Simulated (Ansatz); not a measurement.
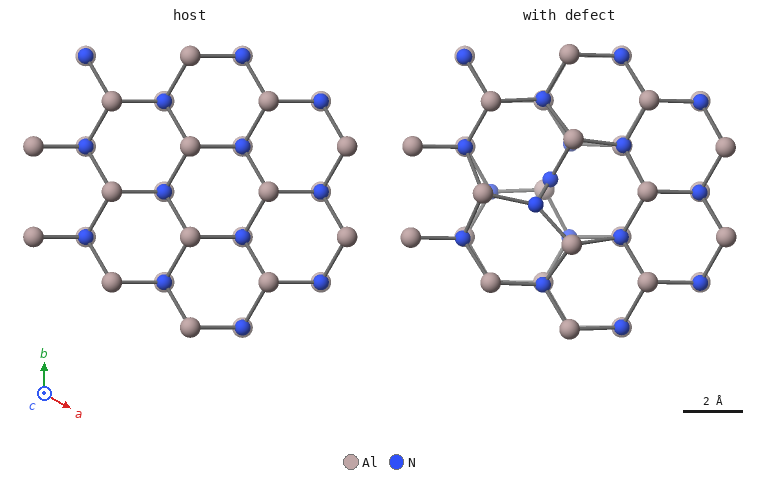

Left: perfect AlN. Right: the same region with one point defect, after relaxing the atoms in a supercell of 96 sites. The picture is a ball-and-stick view of the atoms within 6.0 Å of one point, in a slice 4.2 Å thick across the line of sight, seen along the c axis.

All numbers below come from Ansatz, DFT, PBEsol, PAW, plane waves. Settings: plane-wave cutoff 420 eV; k-point mesh 1 × 1 × 1; mesh shifted by (0.25, 0.25, 0.25); collinear spin. Fermi-Dirac smearing of 0.01 eV. A uniform background neutralises the charged cell. The axes drawn are those of the host's conventional cell.

> Which defect is it?

An extra nitrogen atom is put between the host's atoms (an interstitial).

The charge state of the cell is +1.

> What does the relaxation do around it?

The N atom starts with 6 Al at 2.03 to 2.37 Å, 6 N at 2.03 to 2.37 Å around its place and ends with 1 N at 1.28 Å. Of the host's atoms, a nitrogen atom moves furthest from its site, by 0.64 Å. The N atom itself moves 1.70 Å from where it was put. The cell's net moment is 2.00 μB.

Limits of the set-up: the cell is charged, on a uniform background, and energies carry no finite-size correction.
